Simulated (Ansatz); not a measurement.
**Single-point calculation of GaAs**

GaAs (16 atoms in the cell), computed with DFT PBE, scalar-relativistic, plane waves, PAW, no spin polarisation (Ansatz 0.2.0).

The structure derives from a Materials Project entry. It belongs to a series of runs on one base structure; here: structure listed in a database for this formula (Pa-3, No. 205). Figures and captions count atoms from 1; the log counts them from 0 in places.

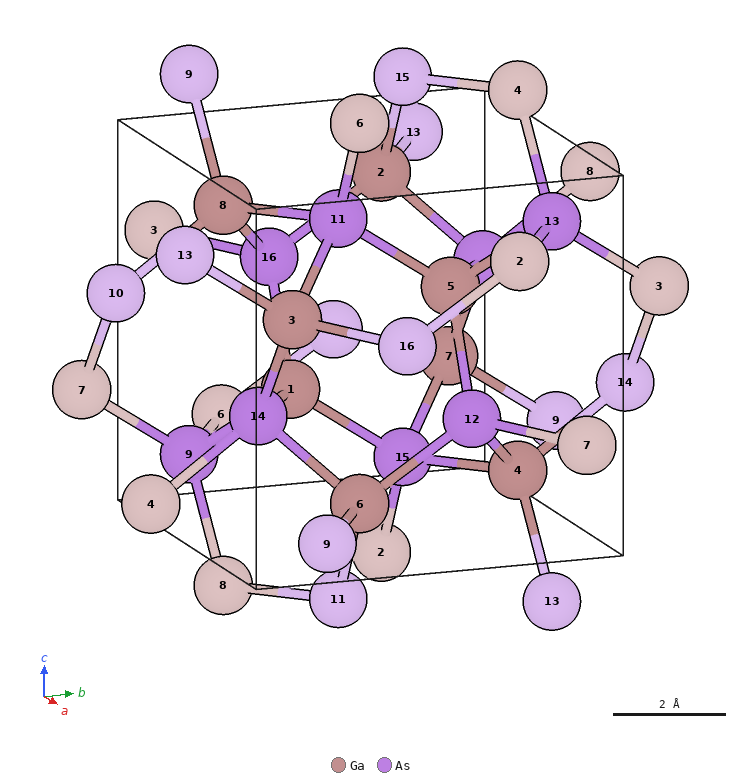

Figure 1. The structure (ball-and-stick view of the cell of the calculation, seen slightly off an axis; neighbours outside the cell are drawn fainter; atoms are numbered from 1 in the order of the input).

### The input
```yaml
crystal:
  lattice:
    - [7.053114, 0.0, 0.0]
    - [0.0, 7.053114, 0.0]
    - [0.0, 0.0, 7.053114]
  atoms:
    - { symbol: Ga, position: [0.341641, 0.341641, 0.341641] }
    - { symbol: Ga, position: [0.158359, 0.658359, 0.841641] }
    - { symbol: Ga, position: [0.841641, 0.158359, 0.658359] }
    - { symbol: Ga, position: [0.658359, 0.841641, 0.158359] }
    - { symbol: Ga, position: [0.658359, 0.658359, 0.658359] }
    - { symbol: Ga, position: [0.841641, 0.341641, 0.158359] }
    - { symbol: Ga, position: [0.158359, 0.841641, 0.341641] }
    - { symbol: Ga, position: [0.341641, 0.158359, 0.841641] }
    - { symbol: As, position: [0.140985, 0.140985, 0.140985] }
    - { symbol: As, position: [0.359015, 0.859015, 0.640985] }
    - { symbol: As, position: [0.640985, 0.359015, 0.859015] }
    - { symbol: As, position: [0.859015, 0.640985, 0.359015] }
    - { symbol: As, position: [0.859015, 0.859015, 0.859015] }
    - { symbol: As, position: [0.640985, 0.140985, 0.359015] }
    - { symbol: As, position: [0.359015, 0.640985, 0.140985] }
    - { symbol: As, position: [0.140985, 0.359015, 0.640985] }
basis:
  ecutwfc: 420
kpoints:
  mp_grid: { grid: [4, 4, 4] }
hamiltonian:
  xc: pbe
scf:
  occupations: { method: gaussian, width: 0.1 }
  lower_state_search: "off"
output:
  forces: true
  stress: true
  eigenvalues: true
```

Hardware: 1 thread of Arm Neoverse V2, 128 GiB of memory available, shared host.

Run as:
```bash
ansatz run input.yaml --threads 1 --pin off --max-ram 2560MiB --backend cpu --events-out ev --progress --plain --runs-dir out
```

### What the program printed
```
Engine: ansatz 0.2.0, aarch64-unknown-linux-gnu
Pseudopotentials: kind: paw
Pseudopotential: Ga, paw, valence charge 13, recommended cutoff 420 eV (normal), Ga.paw.azcp
Pseudopotential: As, paw, valence charge 15, recommended cutoff 420 eV (normal), As.paw.azcp
Functional definition: PBE
  parameter kappa = 0.804
  parameter beta = 0.06672455060314922
  exchange = pbe_x(kappa = kappa, mu = beta*pi^2/3)
  correlation = pbe_c(beta = beta)
Crystal: 16 atoms, lattice volume = 350.867 Å³
Basis set: ecut = 420 eV, 6859 PW (Γ), exchange–correlation on 96×96×96 points (8 copies of the dense FFT grid, shifted against one another)
Bands: 135, of which v1, the nominal top of the filled ones, is band 112 counted from 1 (111 counted from 0)
Symmetry: 24 space group operations
Space group: Pa-3 (ITA 205), of the structure as read, at distance tolerance 7.1e-5 Å
k-points: 11 of 64
Non-local potential: Ga, projectors of the file, l = 0: 2, l = 1: 2, l = 2: 3, l = 3: 1
Non-local potential: As, projectors of the file, l = 0: 2, l = 1: 2, l = 2: 3, l = 3: 1
PAW form: soft (Blöchl's): semilocal exchange-correlation on the pseudo side does not see the compensation charge
PAW one-centre angular grid: Ga, 590 points (default); XC on 64 Gauss nodes
PAW one-centre angular grid: As, 590 points (default); XC on 64 Gauss nodes
Initial density: superposition of atomic densities (neutral atoms: chi_scale 0, normalization atom), corrected by the library's trained network
Initial wavefunctions: pseudopotential atomic-orbital guess
Functional: x = pbe(κ = 0.804, μ = 0.2195149727645171), c = pbe(β = 0.06672455060314922)
SCF iter   1: F=—  HF=-69116.553455 eV  |F-HF|=—  |Δ(HF+E_count)|=         —  Δρ=1.52e-3  dr2=9.42e-3  ethr=1.77e-3  ⟨swp⟩=5.7  Hψ=5240  notcnv=0  defer=6
preconditioner: auto → Resta (q_TF=auto, 2.532 Å⁻¹)  ε∞=3.8  [insulator: Δε(μ)=0.131 eV  Ē_g=14.236 eV  σ=0.100 eV  W_gap=0.52  n_scr=92 (ndim 8)  ℏωp=23.8 eV  f_vac=0.000  D(μ)=0.79/eV (n_scr^D=0)  ε∞_Penn≈3.8]
SCF iter   2: F=—  HF=-69116.545852 eV  |F-HF|=—  |Δ(HF+E_count)|=   7.60e-3  Δρ=9.21e-4  dr2=3.36e-3  ethr=4.20e-6  ⟨swp⟩=2.0  Hψ=2692  notcnv=0  defer=10
SCF iter   3: F=—  HF=-69116.545603 eV  |F-HF|=—  |Δ(HF+E_count)|=   2.50e-4  Δρ=4.41e-4  dr2=7.21e-4  ethr=1.50e-6  ⟨swp⟩=2.0  Hψ=2085  notcnv=0
automatic band count: iteration 3 solves 130 bands in place of 135: the levels show a gap, and the empty bands left out lie too high to hold charge; the band table lists the bands solved (type scf.n_extra_bands for more)
SCF iter   4: F=—  HF=-69116.545676 eV  |F-HF|=—  |Δ(HF+E_count)|=   7.32e-5  Δρ=1.52e-4  dr2=5.34e-5  ethr=3.22e-7  ⟨swp⟩=2.0  Hψ=2085  notcnv=0
SCF iter   5: F=—  HF=-69116.545833 eV  |F-HF|=—  |Δ(HF+E_count)|=   1.57e-4  Δρ=3.80e-5  dr2=6.02e-6  ethr=2.38e-8  ⟨swp⟩=2.0  Hψ=2525  notcnv=0
SCF iter   6: F=—  HF=-69116.545832 eV  |F-HF|=—  |Δ(HF+E_count)|=   5.22e-7  Δρ=1.66e-5  dr2=1.33e-6  ethr=2.69e-9  ⟨swp⟩=2.0  Hψ=2525  notcnv=0
SCF iter   7: F=—  HF=-69116.545833 eV  |F-HF|=—  |Δ(HF+E_count)|=   3.82e-7  Δρ=5.27e-6  dr2=1.29e-7  ethr=5.92e-10  ⟨swp⟩=2.0  Hψ=2416  notcnv=0
SCF iter   8: F=-69116.545833 eV  HF=-69116.545833 eV  |F-HF|=3.64e-10  |Δ(HF+E_count)|=   1.16e-7  Δρ=1.21e-6  dr2=5.61e-9  ethr=4.46e-11  ⟨swp⟩=7.9  Hψ=5695  notcnv=0
SCF 1 converged in 8 iterations: F = -69116.545833 eV  dr2 = 5.61e-9
  greatest PAW one-centre occupation: 0.999 electrons in one spin orbital (limit 2), on the As atom at site 15 (counted from 0), in its partial waves of l = 2
SCF converged after 8 iterations
Free energy (F): -69116.545833 eV
Harris-Foulkes:  -69116.545833 eV  (|F-HF|=3.64e-10)
Internal energy: -69116.541795 eV  (E = F + TS)
E sigma→0 (E₀):  -69116.543814 eV
Entropy (-TS):   -0.004038 eV (-0.252 meV/atom)
Fermi energy:    8.857076 eV
--- Per-component energies (eV) ---
  E_band       = -2404.606793
  E_kinetic    = 1743.108121
  E_local      = -29913.595791  (includes V_loc(G=0)·N_el)
  E_nonlocal   = -1967.748983
  E_hartree    = 15130.379304
  E_xc         = -1182.377581
  E_vxc        = -1092.541785  (∫ρ·V_xc dr)
  E_paw        = -30592.626854  (= ΣΔE_a)
  E_vpaw       = -1434.592281  (= ΣTr[D̂ρ^β])
  E_aug_tail   = -0.000872  (compensation charges beyond the density's cutoff)
  E_ewald      = -22333.679138
  E_smearing   = -0.004038  (= −TS)
  E_closure    = -0.000000  (closes the sum)
  Σ components = -69116.545833   (vs F -69116.545833, Δ=0.00e0)
--- Forces (eV/Å), atoms counted from 1 ---
  atom   1  Ga    -0.00709190    -0.00709190    -0.00709190
  atom   2  Ga     0.00709190     0.00709190    -0.00709190
  atom   3  Ga    -0.00709190     0.00709190     0.00709190
  atom   4  Ga     0.00709190    -0.00709190     0.00709190
  atom   5  Ga     0.00709190     0.00709190     0.00709190
  atom   6  Ga    -0.00709190    -0.00709190     0.00709190
  atom   7  Ga     0.00709190    -0.00709190    -0.00709190
  atom   8  Ga    -0.00709190     0.00709190    -0.00709190
  atom   9  As    -0.00401301    -0.00401301    -0.00401301
  atom  10  As     0.00401301     0.00401301    -0.00401301
  atom  11  As    -0.00401301     0.00401301     0.00401301
  atom  12  As     0.00401301    -0.00401301     0.00401301
  atom  13  As     0.00401301     0.00401301     0.00401301
  atom  14  As    -0.00401301    -0.00401301     0.00401301
  atom  15  As     0.00401301    -0.00401301    -0.00401301
  atom  16  As    -0.00401301     0.00401301    -0.00401301
  max |Σ_I F_I| component: 6.07e-18 eV/Å
--- Stress (GPa, compression-positive) ---
       -0.153214       0.000000       0.000000
        0.000000      -0.153214       0.000000
        0.000000       0.000000      -0.153214
  P = ⅓ Tr σ = -0.1532 GPa (-1.532 kbar)
--- Band table (eV; the first three rows and the last of 11) ---
  k-point 0: bands = ["-26.6222", "-26.6222", "-26.6222", "-26.6222", "-26.6222", "-26.6222", "-26.6217", "-26.6217", "-26.6217", "-26.6217", "-26.6217", "-26.6216", "-26.6216", "-26.6215", "-26.6215", "-26.6215", "-26.6028", "-26.6028", "-26.6028", "-26.6020", "-26.5999", "-26.5989", "-26.5989", "-26.5989", "-26.5988", "-26.5988", "-26.5988", "-26.5979", "-26.5979", "-26.5977", "-26.5977", "-26.5977", "-26.5976", "-26.5976", "-26.5975", "-26.5975", "-26.5975", "-26.5968", "-26.5968", "-26.5968", "-6.3071", "-6.3001", "-6.3001", "-6.3001", "-6.2604", "-6.2604", "-6.2604", "-6.2058", "-6.2058", "-6.2058", "-6.2031", "-6.1975", "-6.1975", "-6.1966", "-6.1966", "-6.1966", "-6.1921", "-6.1921", "-6.1921", "-6.1831", "-6.1831", "-6.1831", "-6.1777", "-6.1777", "-6.1644", "-6.1644", "-6.1644", "-6.1564", "-6.1564", "-6.1564", "-6.1506", "-6.1506", "-6.1506", "-6.1493", "-6.1493", "-6.1484", "-6.1484", "-6.1394", "-6.1394", "-6.1394", "-4.0712", "-2.3268", "-2.3268", "-2.3268", "-1.7760", "-1.7760", "-1.7760", "-1.3111", "1.8571", "1.8571", "1.8571", "2.6108", "2.6108", "2.6108", "4.0186", "4.6762", "4.6762", "5.4162", "5.4162", "5.4162", "5.7758", "5.7758", "5.7758", "6.5821", "6.5821", "6.5821", "6.8132", "7.5194", "7.5194", "8.3083", "8.8456", "8.8456", "8.8456", "10.3747", "10.9296", "10.9296", "10.9296", "11.6766", "11.6766", "11.6766", "12.0089", "12.3772", "12.3772", "12.3772", "12.4395", "12.4395", "12.4395", "13.8019", "13.8019", "13.8019"]
  k-point 1: bands = ["-26.6224", "-26.6223", "-26.6222", "-26.6222", "-26.6222", "-26.6220", "-26.6218", "-26.6218", "-26.6218", "-26.6217", "-26.6217", "-26.6216", "-26.6215", "-26.6215", "-26.6214", "-26.6214", "-26.6028", "-26.6028", "-26.6027", "-26.6021", "-26.5997", "-26.5990", "-26.5989", "-26.5989", "-26.5988", "-26.5988", "-26.5988", "-26.5982", "-26.5980", "-26.5979", "-26.5978", "-26.5978", "-26.5976", "-26.5975", "-26.5974", "-26.5973", "-26.5973", "-26.5968", "-26.5968", "-26.5967", "-6.3092", "-6.3034", "-6.2969", "-6.2938", "-6.2700", "-6.2679", "-6.2522", "-6.2146", "-6.2064", "-6.2048", "-6.2005", "-6.1972", "-6.1967", "-6.1962", "-6.1961", "-6.1959", "-6.1932", "-6.1901", "-6.1873", "-6.1841", "-6.1833", "-6.1812", "-6.1805", "-6.1779", "-6.1650", "-6.1631", "-6.1629", "-6.1612", "-6.1554", "-6.1547", "-6.1516", "-6.1505", "-6.1504", "-6.1499", "-6.1496", "-6.1489", "-6.1449", "-6.1421", "-6.1380", "-6.1369", "-3.9147", "-2.8151", "-2.2398", "-2.2087", "-1.8387", "-1.7177", "-1.6858", "-1.4003", "1.7935", "1.9108", "1.9681", "2.4892", "2.6138", "3.2775", "3.4699", "4.4298", "5.0520", "5.1950", "5.2886", "5.6385", "5.7739", "6.0975", "6.1012", "6.5507", "6.6197", "6.9765", "7.0587", "7.3632", "7.5209", "7.6434", "8.4903", "8.6239", "9.4995", "9.5038", "10.2000", "10.7808", "10.7855", "11.4680", "11.6964", "11.7025", "11.7281", "12.1071", "12.4619", "12.6603", "12.9372", "13.0073", "13.0289", "13.2834", "13.4690", "13.5829"]
  k-point 2: bands = ["-26.6224", "-26.6224", "-26.6222", "-26.6222", "-26.6220", "-26.6220", "-26.6218", "-26.6218", "-26.6218", "-26.6218", "-26.6217", "-26.6217", "-26.6215", "-26.6215", "-26.6214", "-26.6214", "-26.6028", "-26.6028", "-26.6024", "-26.6024", "-26.5994", "-26.5994", "-26.5989", "-26.5989", "-26.5987", "-26.5987", "-26.5986", "-26.5986", "-26.5981", "-26.5981", "-26.5978", "-26.5978", "-26.5975", "-26.5975", "-26.5972", "-26.5972", "-26.5970", "-26.5970", "-26.5967", "-26.5967", "-6.3084", "-6.3084", "-6.2861", "-6.2861", "-6.2818", "-6.2818", "-6.2332", "-6.2332", "-6.2049", "-6.2049", "-6.2007", "-6.2007", "-6.1956", "-6.1956", "-6.1949", "-6.1949", "-6.1892", "-6.1892", "-6.1852", "-6.1852", "-6.1836", "-6.1836", "-6.1791", "-6.1791", "-6.1647", "-6.1647", "-6.1613", "-6.1613", "-6.1534", "-6.1534", "-6.1518", "-6.1518", "-6.1500", "-6.1500", "-6.1479", "-6.1479", "-6.1457", "-6.1457", "-6.1359", "-6.1359", "-3.4670", "-3.4670", "-2.0289", "-2.0289", "-1.9144", "-1.9144", "-1.5725", "-1.5725", "1.8195", "1.8195", "2.4293", "2.4293", "2.7572", "2.7572", "4.4963", "4.4963", "4.5213", "4.5213", "5.3670", "5.3670", "6.3218", "6.3218", "6.4292", "6.4292", "6.9298", "6.9298", "7.4825", "7.4825", "7.6565", "7.6565", "8.1415", "8.1415", "8.9722", "8.9722", "10.2554", "10.2554", "10.8395", "10.8395", "11.9474", "11.9474", "12.0185", "12.0185", "12.1694", "12.1694", "13.0369", "13.0369", "13.2647", "13.2647", "13.6424", "13.6424"]
  k-point 10: bands = ["-26.6222", "-26.6222", "-26.6222", "-26.6222", "-26.6221", "-26.6221", "-26.6221", "-26.6221", "-26.6217", "-26.6217", "-26.6217", "-26.6217", "-26.6214", "-26.6214", "-26.6214", "-26.6214", "-26.6026", "-26.6026", "-26.6026", "-26.6026", "-26.5992", "-26.5992", "-26.5992", "-26.5992", "-26.5987", "-26.5987", "-26.5987", "-26.5987", "-26.5975", "-26.5975", "-26.5975", "-26.5975", "-26.5975", "-26.5975", "-26.5975", "-26.5975", "-26.5970", "-26.5970", "-26.5970", "-26.5970", "-6.2881", "-6.2881", "-6.2881", "-6.2881", "-6.2800", "-6.2800", "-6.2800", "-6.2800", "-6.1948", "-6.1948", "-6.1948", "-6.1948", "-6.1945", "-6.1945", "-6.1945", "-6.1945", "-6.1878", "-6.1878", "-6.1878", "-6.1878", "-6.1824", "-6.1824", "-6.1824", "-6.1824", "-6.1578", "-6.1578", "-6.1578", "-6.1578", "-6.1577", "-6.1577", "-6.1577", "-6.1577", "-6.1430", "-6.1430", "-6.1430", "-6.1430", "-6.1425", "-6.1425", "-6.1425", "-6.1425", "-2.5568", "-2.5568", "-2.5568", "-2.5568", "-2.2416", "-2.2416", "-2.2416", "-2.2416", "2.9112", "2.9112", "2.9112", "2.9112", "3.4524", "3.4524", "3.4524", "3.4524", "5.8375", "5.8375", "5.8375", "5.8375", "6.2296", "6.2296", "6.2296", "6.2296", "6.3705", "6.3705", "6.3705", "6.3705", "6.5998", "6.5998", "6.5998", "6.5998", "10.7015", "10.7015", "10.7015", "10.7015", "11.2217", "11.2217", "11.2217", "11.2217", "12.5061", "12.5061", "12.5061", "12.5061", "12.6545", "12.6545", "12.6545", "12.6545", "13.5411", "13.5411"]
```

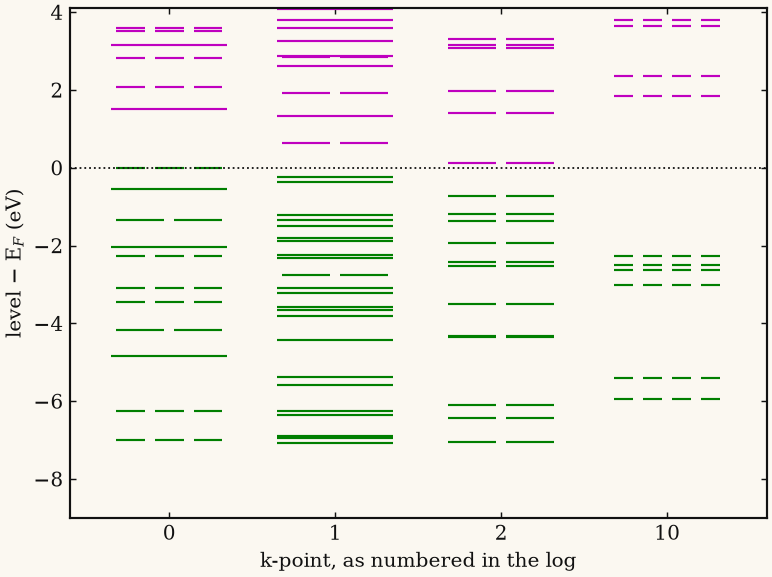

Figure 2. Kohn–Sham levels near the Fermi level (dotted) at the few k-points that the log prints; levels within 0.02 eV of each other stand side by side. The system is metallic on the full mesh.

### Key numbers

```tsv
quantity	value
outcome	converged
space group (tolerance 0.01 Å)	Pa-3 (205)
electrons treated	224
free energy	−69116.5458 eV
Fermi energy	8.857 eV
gap on the k-point mesh	none (metallic)
pressure	−0.15 GPa
largest force (length of the vector)	0.012 eV/Å
wall time	30 s
peak memory	0.78 GiB
```
